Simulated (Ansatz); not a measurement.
**Geometry relaxation of Ni₃Si (part 1 of 2)**

The run: geometry relaxation of Ni₃Si (Pm-3m, 4 atoms in the cell). Method and program: DFT PBEsol, scalar-relativistic, plane waves, PAW, no spin polarisation (Ansatz 0.2.0).

The structure derives from an entry of the Crystallography Open Database. It belongs to a series of runs on one base structure; here: relaxed at 20 GPa. Figures and captions count atoms from 1; the log counts them from 0 in places.

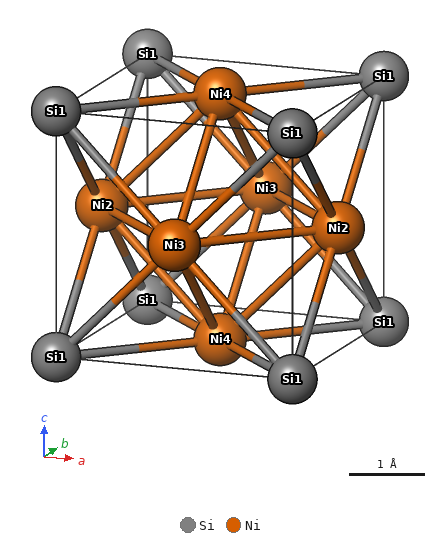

The input geometry (ball-and-stick view of the cell of the calculation, seen slightly off an axis; atoms are numbered from 1 in the order of the input). Near neighbours in the crystal (not all of them lie inside the picture): Si has 12 Ni at 2.39 Å; Ni has 8 Ni at 2.39 Å and 4 Si at 2.39 Å.

## Key numbers

- outcome: converged
- space group (tolerance 0.01 Å): Pm-3m (221)
- electrons treated: 58
- free energy: −18038.3716 eV
- Fermi energy: 19.863 eV
- gap on the k-point mesh: none (metallic)
- pressure: 20.00 GPa
- final volume: 38.64 Å³
- largest force (length of the vector) at the end: under 0.001 eV/Å
- final cell: a = 3.381 Å, b = 3.381 Å, c = 3.381 Å, α = 90.00°, β = 90.00°, γ = 90.00°
- hardware: 1 thread of Intel Xeon @ 2.50GHz (Skylake/Cascade Lake), 192 GiB of memory available, shared host
- wall time: 42 s
- peak memory: 0.46 GiB

The run has no spin polarisation, so a magnetic state may lie lower. The cell was relaxed to the target pressure of the input; what is minimised is then the enthalpy E + pV.

## The input
```yaml
crystal:
  lattice:
    - [3.3790196449, 0.0, 0.0]
    - [0.0, 3.3790196449, 0.0]
    - [0.0, 0.0, 3.3790196449]
  atoms:
    - { symbol: Si, position: [0.0, 0.0, 0.0] }
    - { symbol: Ni, position: [0.0, 0.5, 0.5] }
    - { symbol: Ni, position: [0.5, 0.0, 0.5] }
    - { symbol: Ni, position: [0.5, 0.5, 0.0] }
basis:
  ecutwfc: 420
kpoints:
  mp_grid: { grid: [12, 12, 12] }
hamiltonian:
  xc: pbesol
scf:
  occupations: { method: gaussian, width: 0.1 }
output:
  forces: true
  stress: true
  eigenvalues: true
  write_density: true
  write_potential: true
  elf: true
  volumetric_format: npy
relax:
  adjacent_minimum: "off"
  f_tol: 0.008
  max_steps: 50
  cell: { stress_tol: 0.08, p_target: 20.0 }
```

Launched with:
```bash
ansatz run input.yaml --threads 1 --pin off --max-ram 2560MiB --backend cpu --events-out ev --progress --plain --runs-dir out
```

## Log
```
Engine: ansatz 0.2.0, x86_64-unknown-linux-gnu
Pseudopotentials: kind: paw
Pseudopotential: Si, paw, valence charge 4, recommended cutoff 420 eV (normal), Si.paw.azcp
Pseudopotential: Ni, paw, valence charge 18, recommended cutoff 420 eV (normal), Ni.paw.azcp
Functional definition: PBEsol
  exchange = pbesol_x
  correlation = pbesol_c
Crystal: 4 atoms, lattice volume = 38.581 Å³
Basis set: ecut = 420 eV, 739 PW (Γ), exchange–correlation on 48×48×48 points (8 copies of the dense FFT grid, shifted against one another)
Bands: 35, of which v1, the nominal top of the filled ones, is band 29 counted from 1 (28 counted from 0)
Symmetry: 48 space group operations
Space group: Pm-3m (ITA 221), of the structure as read, at distance tolerance 3.4e-5 Å
k-points: 84 of 1728
Non-local potential: Si, projectors of the file, l = 0: 2, l = 1: 2, l = 2: 2
Non-local potential: Ni, projectors of the file, l = 0: 3, l = 1: 2, l = 2: 3, l = 3: 1
PAW form: soft (Blöchl's): semilocal exchange-correlation on the pseudo side does not see the compensation charge
PAW frozen core: Si, regenerated for the run's functional, and the local potential with it (the file was generated under x = pbe(κ = 0.804, μ = 0.2195149727645171), c = pbe(β = 0.06672455060314922))
PAW frozen core: Ni, regenerated for the run's functional, and the local potential with it (the file was generated under x = pbe(κ = 0.804, μ = 0.2195149727645171), c = pbe(β = 0.06672455060314922))
PAW one-centre angular grid: Si, 110 points (default); XC on 64 Gauss nodes
PAW one-centre angular grid: Ni, 590 points (default); XC on 64 Gauss nodes
Initial density: superposition of atomic densities (neutral atoms: chi_scale 0, normalization atom), corrected by the library's trained network
Initial wavefunctions: pseudopotential atomic-orbital guess
Functional: x = pbesol(κ = 0.804, μ = 0.12345679012345678), c = pbesol(β = 0.046)
SCF iter   1: F=—  HF=-18038.386023 eV  |F-HF|=—  |Δ(HF+E_count)|=         —  Δρ=2.31e-2  dr2=1.03e-1  ethr=1.77e-3  ⟨swp⟩=5.5  Hψ=10674  notcnv=0
preconditioner: auto → Kerker (q_TF=auto, 2.920 Å⁻¹)  [metal: Δε(μ)=0.017 eV  Ē_g=8.146 eV  σ=0.100 eV  W_gap=0.10  n_scr=18 (ndim 8)  ℏωp=34.9 eV  f_vac=0.001  D(μ)=1.98/eV (n_scr^D=18)]
SCF iter   2: F=—  HF=-18038.366428 eV  |F-HF|=—  |Δ(HF+E_count)|=   1.96e-2  Δρ=5.38e-3  dr2=6.04e-3  ethr=1.78e-4  ⟨swp⟩=2.2  Hψ=5843  notcnv=0  defer=96
SCF iter   3: F=—  HF=-18038.365005 eV  |F-HF|=—  |Δ(HF+E_count)|=   1.42e-3  Δρ=1.88e-3  dr2=9.51e-4  ethr=1.04e-5  ⟨swp⟩=1.7  Hψ=3286  notcnv=0  defer=96
SCF iter   4: F=—  HF=-18038.364649 eV  |F-HF|=—  |Δ(HF+E_count)|=   3.56e-4  Δρ=5.39e-4  dr2=1.19e-4  ethr=1.64e-6  ⟨swp⟩=2.0  Hψ=4047  notcnv=0  defer=96
SCF iter   5: F=—  HF=-18038.364629 eV  |F-HF|=—  |Δ(HF+E_count)|=   1.96e-5  Δρ=1.17e-4  dr2=7.87e-6  ethr=2.05e-7  ⟨swp⟩=2.2  Hψ=4103  notcnv=0  defer=96
SCF iter   6: F=—  HF=-18038.364626 eV  |F-HF|=—  |Δ(HF+E_count)|=   2.85e-6  Δρ=1.81e-5  dr2=2.18e-7  ethr=1.36e-8  ⟨swp⟩=2.0  Hψ=4296  notcnv=0  defer=96
SCF iter   7: F=-18038.364626 eV  HF=-18038.364626 eV  |F-HF|=2.23e-9  |Δ(HF+E_count)|=   1.05e-7  Δρ=4.14e-6  dr2=4.48e-9  ethr=1.72e-10  ⟨swp⟩=12.3  Hψ=23278  notcnv=0
SCF 1 converged in 7 iterations: F = -18038.364626 eV  dr2 = 4.48e-9
  greatest PAW one-centre occupation: 1.001 electrons in one spin orbital (limit 2), on the Ni atom at site 3 (counted from 0), in its partial waves of l = 1
relax step   1: F+E_penalty+E_count = -18038.36462603 eV  Δ(F+E_penalty+E_count) = +0.000e0 eV  max|allowed force component| = 5.262e-29 eV/Å  Δτ_max = 0.0000 Å  P = +20.475 GPa  Ω = 38.581 Å³  (7 SCF iters, dr2 threshold 1.00e-7 eV, accepted)
Crystal: 4 atoms, lattice volume = 38.611 Å³
Initial density: handed on by an earlier stage of this run
Initial wavefunctions: those handed on with the density
iter 1 solved again at ethr=9.54e-9 eV; its pass at ethr=3.10e-3 eV (dr2=5.53e-6 eV) is discarded
SCF iter   1: F=—  HF=-18038.368391 eV  |F-HF|=—  |Δ(HF+E_count)|=         —  Δρ=1.46e-4  dr2=5.10e-6  ethr=9.54e-9  ⟨swp⟩=2.1  Hψ=12680  notcnv=0
preconditioner: auto → Kerker (q_TF=auto, 2.920 Å⁻¹)  [metal: Δε(μ)=0.030 eV  Ē_g=8.167 eV  σ=0.100 eV  W_gap=0.17  n_scr=18 (ndim 8)  ℏωp=34.8 eV  f_vac=0.001  D(μ)=1.91/eV (n_scr^D=18)]
SCF iter   2: F=—  HF=-18038.368382 eV  |F-HF|=—  |Δ(HF+E_count)|=   9.10e-6  Δρ=5.00e-5  dr2=6.77e-7  ethr=8.80e-9  ⟨swp⟩=1.0  Hψ=2940  notcnv=0
iter 3 did not close the SCF: its close was put off for the readings that it lacked (scf_convergence_deferred on its scf_iter line)
SCF iter   3: F=-18038.368382 eV  HF=-18038.368382 eV  |F-HF|=2.87e-10  |Δ(HF+E_count)|=   1.46e-7  Δρ=8.75e-6  dr2=1.61e-8  ethr=1.17e-9  ⟨swp⟩=2.2  Hψ=3736  notcnv=0
iter 4 did not close the SCF: its close was put off for the readings that it lacked (scf_convergence_deferred on its scf_iter line)
SCF iter   4: F=-18038.368382 eV  HF=-18038.368382 eV  |F-HF|=6.26e-10  |Δ(HF+E_count)|=   1.03e-8  Δρ=4.22e-6  dr2=3.95e-9  ethr=2.78e-11  ⟨swp⟩=2.0  Hψ=4678  notcnv=0
iter 5 did not close the SCF: its close was put off for the readings that it lacked (scf_convergence_deferred on its scf_iter line)
SCF iter   5: F=-18038.368382 eV  HF=-18038.368382 eV  |F-HF|=4.26e-10  |Δ(HF+E_count)|=  4.73e-10  Δρ=1.45e-6  dr2=5.17e-10  ethr=6.81e-12  ⟨swp⟩=2.0  Hψ=3230  notcnv=0
SCF iter   6: F=-18038.368382 eV  HF=-18038.368382 eV  |F-HF|=2.18e-11  |Δ(HF+E_count)|=  1.16e-10  Δρ=2.86e-7  dr2=2.66e-11  ethr=1.00e-12  ⟨swp⟩=5.4  Hψ=16922  notcnv=0
SCF 2 converged in 6 iterations: F = -18038.368382 eV  dr2 = 2.66e-11
relax step   2: F+E_penalty+E_count = -18038.36838200 eV  Δ(F+E_penalty+E_count) = -3.756e-3 eV  max|allowed force component| = 1.024e-29 eV/Å  Δτ_max = 0.0000 Å  P = +20.220 GPa  Ω = 38.611 Å³  energy of the carried Pulay correction = -1.232e-5 eV  (6 SCF iters, dr2 threshold 4.00e-7 eV, accepted)
Crystal: 4 atoms, lattice volume = 38.636 Å³
iter 1 solved again at ethr=7.39e-9 eV; its pass at ethr=3.10e-3 eV (dr2=4.29e-6 eV) is discarded
SCF iter   1: F=—  HF=-18038.371593 eV  |F-HF|=—  |Δ(HF+E_count)|=         —  Δρ=1.27e-4  dr2=3.88e-6  ethr=7.39e-9  ⟨swp⟩=2.1  Hψ=12661  notcnv=0
preconditioner: auto → Kerker (q_TF=auto, 2.919 Å⁻¹)  [metal: Δε(μ)=0.030 eV  Ē_g=8.162 eV  σ=0.100 eV  W_gap=0.17  n_scr=18 (ndim 8)  ℏωp=34.8 eV  f_vac=0.001  D(μ)=1.91/eV (n_scr^D=18)]
SCF iter   2: F=—  HF=-18038.371585 eV  |F-HF|=—  |Δ(HF+E_count)|=   8.89e-6  Δρ=4.32e-5  dr2=5.03e-7  ethr=6.68e-9  ⟨swp⟩=1.0  Hψ=2940  notcnv=0
iter 3 did not close the SCF: its close was put off for the readings that it lacked (scf_convergence_deferred on its scf_iter line)
SCF iter   3: F=-18038.371584 eV  HF=-18038.371584 eV  |F-HF|=5.20e-10  |Δ(HF+E_count)|=   1.08e-7  Δρ=7.65e-6  dr2=1.28e-8  ethr=8.67e-10  ⟨swp⟩=2.2  Hψ=3748  notcnv=0
iter 4 did not close the SCF: its close was put off for the readings that it lacked (scf_convergence_deferred on its scf_iter line)
SCF iter   4: F=-18038.371584 eV  HF=-18038.371584 eV  |F-HF|=6.51e-10  |Δ(HF+E_count)|=   7.25e-9  Δρ=3.58e-6  dr2=3.05e-9  ethr=2.21e-11  ⟨swp⟩=2.1  Hψ=4618  notcnv=0
iter 5 did not close the SCF: its close was put off for the readings that it lacked (scf_convergence_deferred on its scf_iter line)
SCF iter   5: F=-18038.371584 eV  HF=-18038.371584 eV  |F-HF|=3.82e-10  |Δ(HF+E_count)|=  2.87e-10  Δρ=1.27e-6  dr2=4.19e-10  ethr=5.26e-12  ⟨swp⟩=2.0  Hψ=3383  notcnv=0
SCF iter   6: F=-18038.371584 eV  HF=-18038.371584 eV  |F-HF|=3.27e-11  |Δ(HF+E_count)|=  9.46e-11  Δρ=3.06e-7  dr2=2.76e-11  ethr=1.00e-12  ⟨swp⟩=5.5  Hψ=16936  notcnv=0
SCF 3 converged in 6 iterations: F = -18038.371584 eV  dr2 = 2.76e-11
  greatest PAW one-centre occupation: 1.001 electrons in one spin orbital (limit 2), on the Ni atom at site 1 (counted from 0), in its partial waves of l = 1
relax step   3: F+E_penalty+E_count = -18038.37158447 eV  Δ(F+E_penalty+E_count) = -3.202e-3 eV  max|allowed force component| = 1.257e-29 eV/Å  Δτ_max = 0.0000 Å  P = +20.000 GPa  Ω = 38.636 Å³  energy of the carried Pulay correction = -2.294e-5 eV  (6 SCF iters, dr2 threshold 1.21e-7 eV, accepted)
Initial wavefunctions: pseudopotential atomic-orbital guess (no wavefunctions were taken with the density)
iter 1 solved again at ethr=1.87e-7 eV; its pass at ethr=3.10e-3 eV (dr2=1.08e-4 eV) is discarded
SCF iter   1: F=—  HF=-18038.371610 eV  |F-HF|=—  |Δ(HF+E_count)|=         —  Δρ=1.63e-6  dr2=1.89e-10  ethr=1.87e-7  ⟨swp⟩=3.1  Hψ=18793  notcnv=0
eigensolver tolerance schedule: the retry pair's looser diagonalisation over-reported the residual by 572680.58 of it (diagonalisation noise at an unbounded share of the residual, at the tolerance the schedule requests for it); recorded, not acted on — ethr = c·dr2/N_el stays at c = 1.0e-1
SCF iter   2: F=—  HF=-18038.371601 eV  |F-HF|=—  |Δ(HF+E_count)|=   8.47e-6  Δρ=1.47e-6  dr2=2.26e-10  ethr=1.00e-12  ⟨swp⟩=4.4  Hψ=9069  notcnv=0
iter 3 did not close the SCF: its close was put off for the readings that it lacked (scf_convergence_deferred on its scf_iter line)
SCF iter   3: F=-18038.371601 eV  HF=-18038.371601 eV  |F-HF|=0.00e0  |Δ(HF+E_count)|=  2.91e-11  Δρ=6.04e-7  dr2=3.18e-11  ethr=1.00e-12  ⟨swp⟩=1.1  Hψ=3078  notcnv=0
iter 4 did not close the SCF: its close was put off for the readings that it lacked (scf_convergence_deferred on its scf_iter line)
SCF iter   4: F=-18038.371601 eV  HF=-18038.371601 eV  |F-HF|=7.28e-12  |Δ(HF+E_count)|=  7.28e-12  Δρ=1.11e-7  dr2=2.41e-12  ethr=1.00e-12  ⟨swp⟩=1.0  Hψ=2940  notcnv=0
iter 5 did not close the SCF: its close was put off for the readings that it lacked (scf_convergence_deferred on its scf_iter line)
SCF iter   5: F=-18038.371601 eV  HF=-18038.371601 eV  |F-HF|=3.64e-12  |Δ(HF+E_count)|=  3.64e-12  Δρ=2.18e-8  dr2=1.18e-13  ethr=1.00e-12  ⟨swp⟩=1.0  Hψ=2940  notcnv=0
iter 6 did not close the SCF: its close was put off for the readings that it lacked (scf_convergence_deferred on its scf_iter line)
SCF iter   6: F=-18038.371601 eV  HF=-18038.371601 eV  |F-HF|=0.00e0  |Δ(HF+E_count)|=    0.00e0  Δρ=6.17e-9  dr2=1.30e-14  ethr=1.00e-12  ⟨swp⟩=1.0  Hψ=2940  notcnv=0
SCF iter   7: F=-18038.371601 eV  HF=-18038.371601 eV  |F-HF|=0.00e0  |Δ(HF+E_count)|=  3.64e-12  Δρ=2.54e-9  dr2=1.17e-15  ethr=1.00e-12  ⟨swp⟩=3.3  Hψ=11052  notcnv=0
SCF 4 converged in 7 iterations: F = -18038.371601 eV  dr2 = 1.17e-15
relax step   4: F+E_penalty+E_count = -18038.37160107 eV  Δ(F+E_penalty+E_count) = -1.660e-5 eV  max|allowed force component| = 1.629e-29 eV/Å  Δτ_max = 0.0000 Å  P = +20.001 GPa  Ω = 38.636 Å³  stress off target by 6.49e-4 GPa  SCF on the basis re-selected at this cell (its energy is not comparable with the rows above)  (7 SCF iters)
```

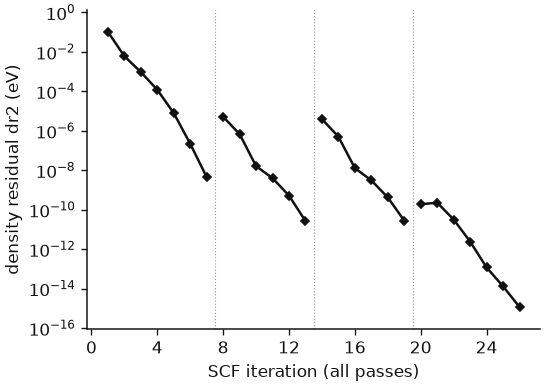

Convergence of the self-consistent field: density residual dr2 against the SCF iteration. The dotted lines part the SCF passes of the relaxation: geometry steps, rejected trials and re-solves on a re-selected basis. The passes take 7, 6, 6 and 7 iterations.
